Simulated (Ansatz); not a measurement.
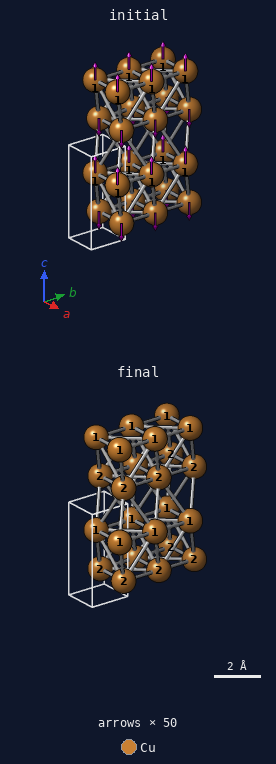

The structure of crystalline Cu (a generated structure, set up in P-3m1) (coarse preliminary run) before (top) and after (bottom) a relaxation, at one scale. The purple arrows give the displacements (the part carried along by the change of the cell is left out), magnified 50 times.

Style: ball-and-stick. Shown: the cell of the calculation, repeated 2 × 3 × 2 with one cell outlined, slightly off an axis.

Theory: Ansatz 0.2.0, DFT PBE, scalar-relativistic, plane waves, PAW. Settings: plane-wave cutoff 420 eV; k-point mesh 6 × 6 × 4; occupations gaussian; smearing width 0.1 eV; no spin polarisation; cell and atoms relaxed; force threshold 0.04 eV/Å; at most 70 steps.

Summarise the run.

The largest moves relative to the cell, 0.017 Å, are those of Cu1 and Cu2. Cu1 goes along +c. The drawn cell changes as follows: a = b 2.479 → 2.582 Å (+4.2 %), c 4.171 → 4.158 Å (−0.3 %); the volume changes by +8.2 %. Some distances before and after: Cu1–Cu1 2.479 → 2.582 Å, Cu1–Cu2 2.501 → 2.558 Å. The space group (tolerance 0.01 Å) goes from P-3m1 (No. 164) to P6_3/mmc (No. 194). Over 3 accepted moves (4 points after the start) the energy falls by 97.3 meV per cell of the calculation. Largest force component: 0.3 eV/Å at the start, 0.0035 eV/Å at the end. The pressure goes from 13.60 to 0.08 GPa. The SCF was repeated once at an unchanged geometry on a basis and grid sized afresh for the cell, which shifted the energy by 1.1 meV per cell of the calculation at most. The run took 11 s on 1 thread of Intel(R) Xeon(R) Processor @ 2.50GHz (Skylake/Cascade Lake), on a shared host, peak memory 0.31 GiB.

Limits of the set-up: the k-point mesh is coarse for a cell with partly filled bands.
